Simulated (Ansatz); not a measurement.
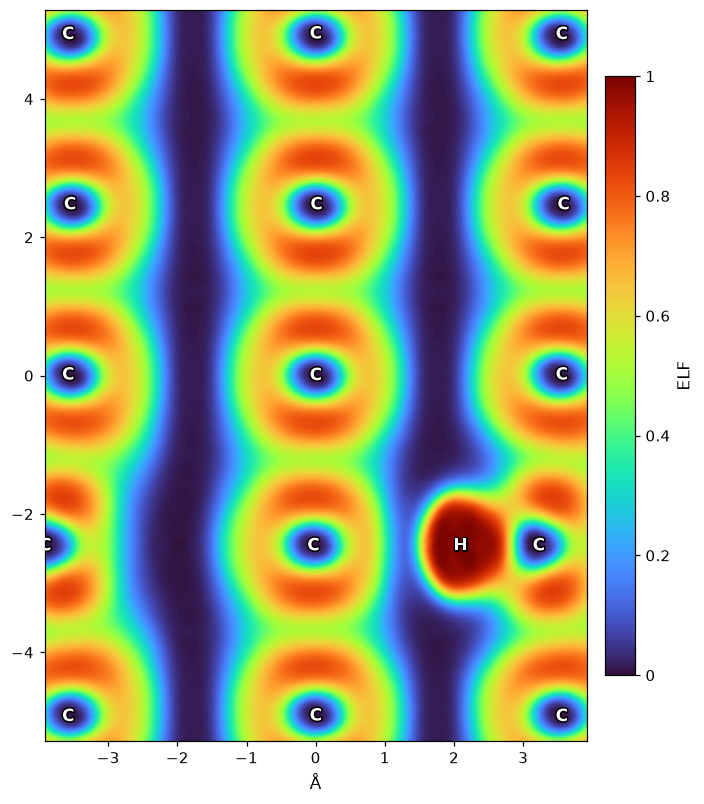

*HC$_{32}$ (cell with a defect). Electron localisation function on the (011̄) plane of the calculation cell.*

Computed without spin polarisation.

These are results of Ansatz 0.2.0, DFT PBE+D3(BJ), scalar-relativistic, plane waves, PAW, not measurements.

Core electrons are frozen (PAW), and the valence fields are smoothed inside the atomic spheres.

```
CELL_PARAMETERS angstrom
0.00000 0.00000 7.13485
1.23237 6.40358 3.56743
-6.16185 2.13453 3.56743
ATOMIC_POSITIONS crystal
C 0.99391 0.33596 0.67216
C 0.49666 0.33497 0.67386
C 0.24923 0.58504 0.92235
C 0.74584 0.58379 0.92434
C 0.87412 0.20908 0.04694
C 0.37170 0.21080 0.04675
C 0.12569 0.45972 0.29715
C 0.62509 0.45791 0.29897
C 0.87241 0.71012 0.54607
C 0.37328 0.70993 0.54779
C 0.11886 0.95998 0.79689
C 0.57546 0.95924 0.79763
C 0.99976 0.83452 0.17183
C 0.49710 0.83254 0.17308
C 0.24515 0.08472 0.42092
C 0.74865 0.08301 0.42190
C 0.12153 0.29361 0.46327
C 0.62169 0.29218 0.46470
C 0.37470 0.54367 0.71466
C 0.86960 0.54246 0.71406
C 0.99347 0.16850 0.83915
C 0.48837 0.17262 0.84034
C 0.25077 0.41878 0.08894
C 0.75045 0.41673 0.09012
C 0.00163 0.66794 0.33809
C 0.50044 0.66675 0.34014
C 0.24426 0.91772 0.58837
C 0.74451 0.91654 0.58424
C 0.12146 0.79329 0.96359
C 0.61593 0.78847 0.96841
C 0.36925 0.04281 0.21442
C 0.87616 0.04222 0.21320
H 0.41725 0.95983 0.79693
```

**Describe what can be read from this map.**

The plane passes through C and H nuclei. Atoms just off the plane (C, 0.7 Å away) can leave unmarked features too. C–H (1.13 Å): the ELF climbs to about 1 towards the hydrogen, as it does in any bond to H (a covalent bond by its length).

**Does the calculation give a band gap?**

It is gapless in this calculation (a metal or semimetal).
